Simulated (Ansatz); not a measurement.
```xyz
16
Lattice="7.9973 0.0000 0.0000 -3.9986 6.9259 0.0000 0.0000 0.0000 20.0811" Properties=species:S:1:pos:R:3 pbc="T T T"
Se    3.9986    0.0000    7.9999
Se    1.9993    3.4629    7.9999
Se    0.0000    0.0000    7.9999
Se   -1.9993    3.4629    7.9999
Zn   -1.9993    5.7715    8.8162
Zn    0.0000    2.3086    8.8162
Zn    1.9994    5.7715    8.8162
Zn    3.9987    2.3086    8.8162
Se    1.9994    5.7715   11.5324
Se    3.9987    2.3086   11.5324
Se   -1.9993    5.7715   11.5324
Se    0.0000    2.3086   11.5324
Zn    0.0000    4.6173   10.7930
Zn    1.9993    1.1543   10.7930
Zn    3.9986    4.6173   10.7930
Zn    5.9979    1.1543   10.7930
```

All numbers below come from Ansatz 0.2.0, DFT PBE+D3(BJ), scalar-relativistic, plane waves, PAW.

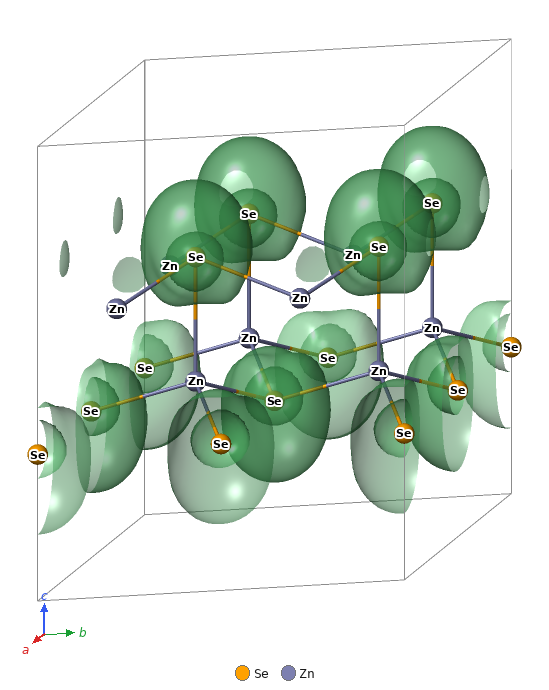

ZnSe (slab). Isosurface of the ELF at 0.7 (green), seen at an oblique angle. Only the valence region is drawn (cores and ρ < 0.01 e/Å³ removed). Sticks mark near contacts.

### What do the ELF domains correspond to?

At this value the surface marks out eight regions wrapped around Se (the valence shell of each), counted in one cell of 16 atoms. Counts are for one cell; the picture repeats the cell along the surface. Along the contacts the grid gives the following. Zn–Se (2.42 Å): the ELF is about 0.60 at the midpoint. Zn–Se (2.72 Å): the ELF is about 0.40 at the midpoint and 0.15 at its lowest between the atoms.

### Does the calculation make it a metal, or give it a gap?

It is gapped, with a Kohn–Sham gap of 1.3 eV on the k-point mesh, an upper bound to the gap of this method.
